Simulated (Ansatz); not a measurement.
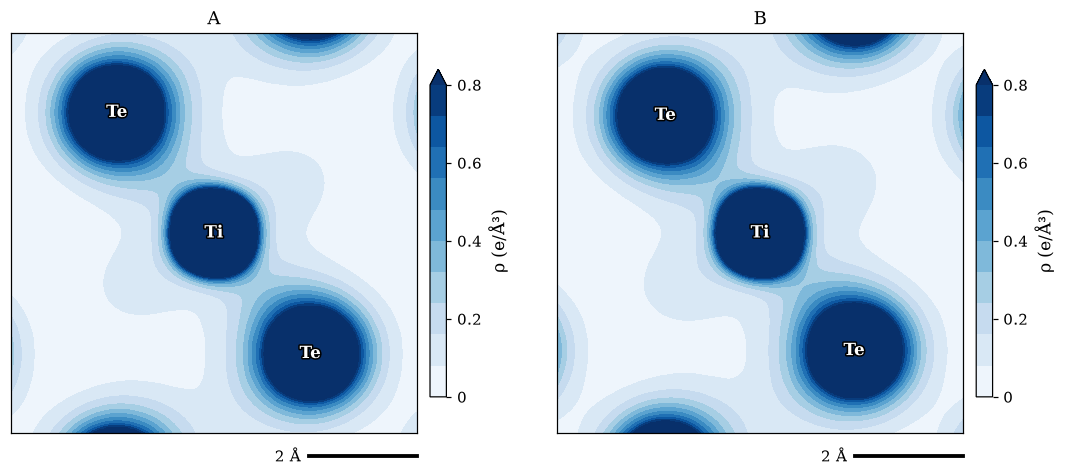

TiTe2. The valence pseudo-density of two cells that differ in size, on the (110) plane of each (indices in the axes of the calculation cell), at one length scale and on one colour scale: A has 29.5 Å³ an atom and B 27.4.

Space group P-3m1; computed without spin polarisation.

All numbers below come from DFT PBE, scalar-relativistic, plane waves, PAW in Ansatz.

In a PAW calculation such maps are meaningful between the atoms, not at the nuclei.

The larger cell:

```yaml
crystal:
  lattice:
    - [3.87143, 0.00000, 0.00000]
    - [-1.93571, 3.35275, 0.00000]
    - [0.00000, 0.00000, 6.82290]
  atoms:
    - { symbol: Ti, position: [0.00000, 0.00000, 0.00000] }
    - { symbol: Te, position: [0.66667, 0.33333, 0.26280] }
    - { symbol: Te, position: [0.33333, 0.66667, 0.73720] }
```

The smaller cell: a = 3.777 Å, b = 3.777 Å, c = 6.660 Å, α = 90.00°, β = 90.00°, γ = 120.00°.

**What changes from the larger cell to the smaller?**

From the larger cell to the smaller, Ti–Te goes from 2.87 to 2.80 Å, and the density at its midpoint from 0.32 to 0.35 e/Å³; the pressure goes from −4.4 to −0.7 GPa.
